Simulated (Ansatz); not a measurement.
Input

```
crystal:
  lattice:
    - [3.0919365161, 5.3553911397, 5.0742922929]
    - [-6.1838730322, 0.0, 5.0742922929]
    - [3.0919365161, -5.3553911397, 5.0742922929]
  atoms:
    - { symbol: Si, position: [0.3331939024, 0.6665272357, 0.4998605691] }
    - { symbol: Si, position: [0.6665272357, 0.9998605691, 0.8331939024] }
    - { symbol: Si, position: [0.4998605691, 0.8331939024, 0.1665272357] }
    - { symbol: Si, position: [0.4998605691, 0.3331939024, 0.6665272357] }
    - { symbol: Si, position: [0.3331939024, 0.1665272357, 0.9998605691] }
    - { symbol: Si, position: [0.6665272357, 0.4998605691, 0.3331939024] }
    - { symbol: Si, position: [0.9998605691, 0.8331939024, 0.6665272357] }
    - { symbol: Si, position: [0.8331939024, 0.6665272357, 0.9998605691] }
    - { symbol: Si, position: [0.1665272357, 0.9998605691, 0.3331939024] }
    - { symbol: Si, position: [0.8331939024, 0.1665272357, 0.4998605691] }
    - { symbol: Si, position: [0.1665272357, 0.4998605691, 0.8331939024] }
    - { symbol: Si, position: [0.9998605691, 0.3331939024, 0.1665272357] }
    - { symbol: Si, position: [0.4998605691, 0.6665272357, 0.8331939024] }
    - { symbol: Si, position: [0.8331939024, 0.9998605691, 0.1665272357] }
    - { symbol: Si, position: [0.6665272357, 0.8331939024, 0.4998605691] }
    - { symbol: Si, position: [0.6665272357, 0.3331939024, 0.9998605691] }
    - { symbol: Si, position: [0.4998605691, 0.1665272357, 0.3331939024] }
    - { symbol: Si, position: [0.8331939024, 0.4998605691, 0.6665272357] }
    - { symbol: Si, position: [0.1665272357, 0.8331939024, 0.9998605691] }
    - { symbol: Si, position: [0.9998605691, 0.6665272357, 0.3331939024] }
    - { symbol: Si, position: [0.3331939024, 0.9998605691, 0.6665272357] }
    - { symbol: Si, position: [0.9998605691, 0.1665272357, 0.8331939024] }
    - { symbol: Si, position: [0.3331939024, 0.4998605691, 0.1665272357] }
    - { symbol: Si, position: [0.1665272357, 0.3331939024, 0.4998605691] }
    - { symbol: Si, position: [0.4584727643, 0.7918060976, 0.6251394309] }
    - { symbol: C, position: [0.7918060976, 0.1251394309, 0.9584727643] }
    - { symbol: C, position: [0.6251394309, 0.9584727643, 0.2918060976] }
    - { symbol: C, position: [0.6251394309, 0.4584727643, 0.7918060976] }
    - { symbol: C, position: [0.4584727643, 0.2918060976, 0.1251394309] }
    - { symbol: C, position: [0.7918060976, 0.6251394309, 0.4584727643] }
    - { symbol: C, position: [0.1251394309, 0.9584727643, 0.7918060976] }
    - { symbol: C, position: [0.9584727643, 0.7918060976, 0.1251394309] }
    - { symbol: C, position: [0.2918060976, 0.1251394309, 0.4584727643] }
    - { symbol: C, position: [0.9584727643, 0.2918060976, 0.6251394309] }
    - { symbol: C, position: [0.2918060976, 0.6251394309, 0.9584727643] }
    - { symbol: C, position: [0.1251394309, 0.4584727643, 0.2918060976] }
    - { symbol: C, position: [0.2918060976, 0.4584727643, 0.6251394309] }
    - { symbol: C, position: [0.6251394309, 0.7918060976, 0.9584727643] }
    - { symbol: C, position: [0.4584727643, 0.6251394309, 0.2918060976] }
    - { symbol: C, position: [0.4584727643, 0.1251394309, 0.7918060976] }
    - { symbol: C, position: [0.2918060976, 0.9584727643, 0.1251394309] }
    - { symbol: C, position: [0.6251394309, 0.2918060976, 0.4584727643] }
    - { symbol: C, position: [0.9584727643, 0.6251394309, 0.7918060976] }
    - { symbol: C, position: [0.7918060976, 0.4584727643, 0.1251394309] }
    - { symbol: C, position: [0.1251394309, 0.7918060976, 0.4584727643] }
    - { symbol: C, position: [0.7918060976, 0.9584727643, 0.6251394309] }
    - { symbol: C, position: [0.1251394309, 0.2918060976, 0.9584727643] }
    - { symbol: C, position: [0.9584727643, 0.1251394309, 0.2918060976] }
  host:
    lattice:
      - [3.0919365161, 0.0, 0.0]
      - [-1.545968258, 2.6776955698, 0.0]
      - [0.0, 0.0, 5.0742922929]
    atoms:
      - { symbol: Si, position: [0.3333333333, 0.6666666667, 0.4995817072] }
      - { symbol: Si, position: [0.6666666667, 0.3333333333, 0.9995817072] }
      - { symbol: C, position: [0.3333333333, 0.6666666667, 0.8754182928] }
      - { symbol: C, position: [0.6666666667, 0.3333333333, 0.3754182928] }
basis:
  ecutwfc: 420
  xc_grid: 2
kpoints:
  mp_grid: { grid: [2, 2, 2], shift: [0.5, 0.5, 0.5] }
hamiltonian:
  xc: pbe
scf:
  occupations: { method: gaussian, width: 0.01 }
output:
  forces: true
  stress: false
  eigenvalues: true
  charged_corrections:
    defect_position: [0.45847276, 0.7918061, 0.62513943]
    epsilon: [[10.2148, 0.0, 0.0], [0.0, 10.2148, 0.0], [0.0, 0.0, 11.3838]]
  write_density: true
  write_potential: true
  elf: true
  volumetric_format: npy
relax:
  adjacent_minimum: "off"
  f_tol: 0.025
  max_steps: 45
```

Launched as:

```sh
ansatz run input.yaml --threads 4 --pin off --max-ram 6144MiB --backend cpu --events-out ev --progress --plain --runs-dir out
```

The fields are those of the relaxed geometry.

The calculation used DFT PBE, scalar-relativistic, plane waves, PAW (Ansatz 0.2.0).

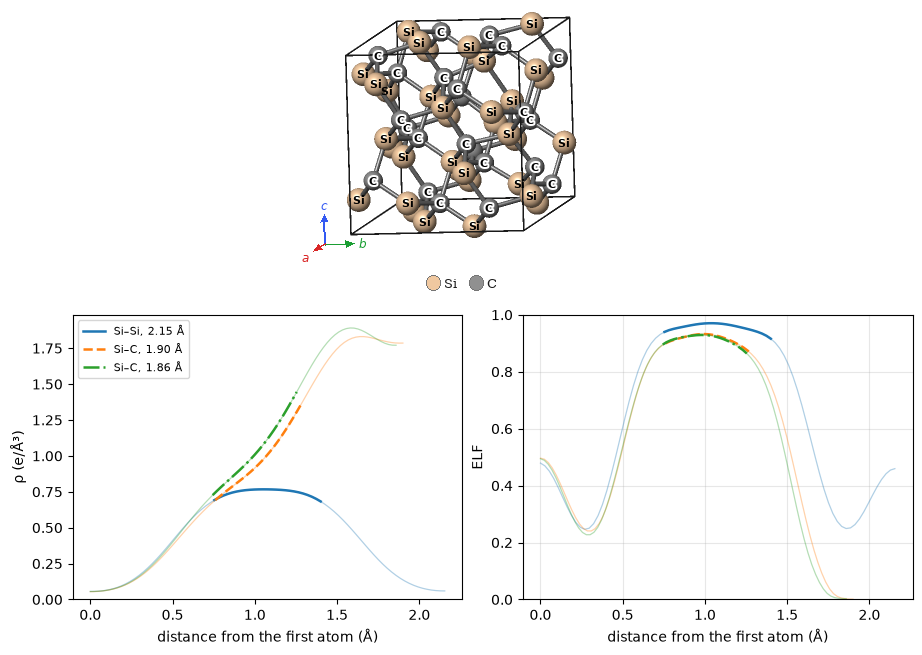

Si$_{25}$C$_{23}$ (cell with a defect). Valence charge density (pseudo) and ELF along straight lines between neighbouring atoms. Thin, pale parts lie inside the atomic spheres. The structure is drawn too.

Core electrons are frozen (PAW), and the valence fields are smoothed inside the atomic spheres.

**What kind of bonding do the profiles show?**

Si–Si (2.15 Å): the density is about 0.77 e/Å³ at the midpoint; the ELF peaks at about 1 between the atoms, as expected for localised, covalent bonding.
Si–C (1.90 Å): ρ at the midpoint is about 0.87 e/Å³; the ELF peaks at about 0.95 between the atoms; localised, covalent bonding.
Si–C (1.86 Å): ρ at the midpoint is about 0.92 e/Å³; the ELF peaks at about 0.95 between the atoms (a covalent bond).
